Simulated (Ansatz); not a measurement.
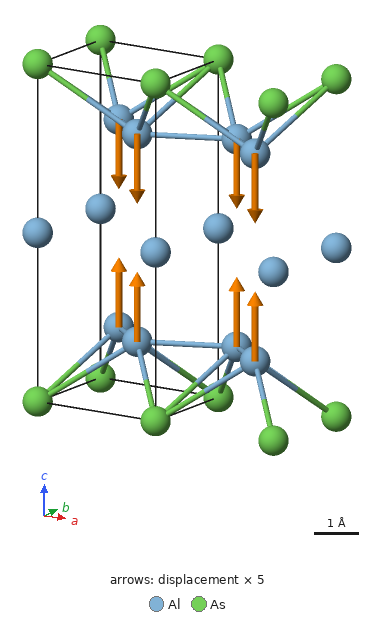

A relaxation of a crystal of Al5As (a generated structure, set up in P6/mmm) (coarse preliminary run). The starting structure is drawn; orange arrows show the displacements (the part carried along by the change of the cell is left out), 5 times their true length.

A ball-and-stick model of the cell of the calculation, repeated 2 × 1 × 1 with one cell outlined, seen slightly off an axis.

Theory: Ansatz 0.2.0, DFT PBE, scalar-relativistic, plane waves, PAW. Set-up: plane-wave cutoff 420 eV; k-point mesh 6 × 6 × 2; occupations gaussian; smearing width 0.1 eV; no spin polarisation; cell and atoms relaxed; force threshold 0.04 eV/Å; at most 70 steps.

Which element moves most?

Aluminium: up to 0.33 Å, against 0.00 Å for arsenic.

Describe the change and its energy.

The largest moves relative to the cell, 0.33 Å, are those of Al atoms. As stays in place. The drawn cell changes as follows: a = b 4.256 → 4.514 Å (+6.1 %), c 7.905 → 6.131 Å (−22.4 %); the volume changes by −12.7 %. Among the contacts that change: Al–As 3.952 → 3.066 Å, Al–Al 2.457 → 2.606 Å, Al–As 2.890 → 3.011 Å, Al–Al 3.042 → 3.014 Å. The space group stays P6/mmm (No. 191). After 6 accepted moves (7 points after the start) the energy has fallen by 1.870 eV per cell of the calculation. Largest force component: 0.81 eV/Å at the start, 0.0082 eV/Å at the end. Pressure: 5.13 GPa at the start and 0.03 GPa at the end. The SCF was repeated once at an unchanged geometry on a basis and grid sized afresh for the cell, which shifted the energy by 2.5 meV per cell of the calculation at most. The run took 18 s on 1 thread of Intel(R) Xeon(R) CPU @ 2.80GHz (Skylake/Cascade Lake) (shared host), peak memory 0.44 GiB.

Limits of the set-up: the k-point mesh is coarse for a cell with partly filled bands.
